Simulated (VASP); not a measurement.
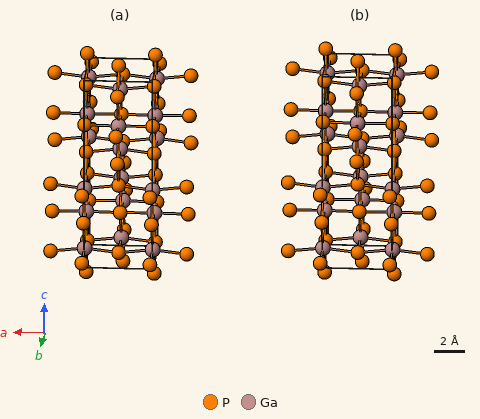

The structure of solid GaP (a generated structure, set up in Cmcm) before (left) and after (right) a relaxation, at one scale.

A ball-and-stick model of the conventional cell (2 times the calculation's cell), seen from a free direction. Lengths and directions refer to the drawn axes.

The run lets cell and atoms move.

Theory: Kohn-Sham DFT of a periodic cell, PBE, VASP PAW PBE potentials, recommended (VASP).

Input
```
ALGO = Normal
EDIFF = 1E-6
EDIFFG = -0.01
ENCUT = 600
GGA = PE
IBRION = 2
ISIF = 3
ISMEAR = 0
KPAR = 4
LASPH = True
LCHARG = False
LREAL = False
LWAVE = False
NELM = 80
NSW = 90
PREC = Accurate
PSTRESS = 307.0
SIGMA = 0.03
```

Command:
```bash
cat potpaw_PBE.64/P/POTCAR potpaw_PBE.64/Ga_d/POTCAR > POTCAR
mpirun -np 4 vasp_std > vasp.out
```

Question: Summarise the run.

Answer: The largest moves relative to the cell, 0.035 Å, are those of P atoms. Largest moves by element: P 0.035 Å, Ga 0.030 Å. Cell: a 4.621 → 4.722 Å (+2.2 %), b 4.927 → 5.006 Å (+1.6 %), c 13.335 → 13.636 Å (+2.3 %). Volume +6.2 %. Among the contacts that change: Ga–P 2.561 → 2.666 Å, Ga–P 2.313 → 2.364 Å, Ga–P 2.327 → 2.377 Å, Ga–P 2.579 → 2.624 Å. The space group stays Cmcm (No. 63). The energy falls by 2.186 eV per cell of the calculation in 18 geometry steps. Largest force component: 0.42 eV/Å at the start, 0.0094 eV/Å at the end. Pressure: 44.28 GPa at the start and 30.68 GPa at the end. It ran on 4 threads of Intel(R) Xeon(R) Platinum 8259CL CPU @ 2.50GHz (Skylake/Cascade Lake), with other jobs on the host.
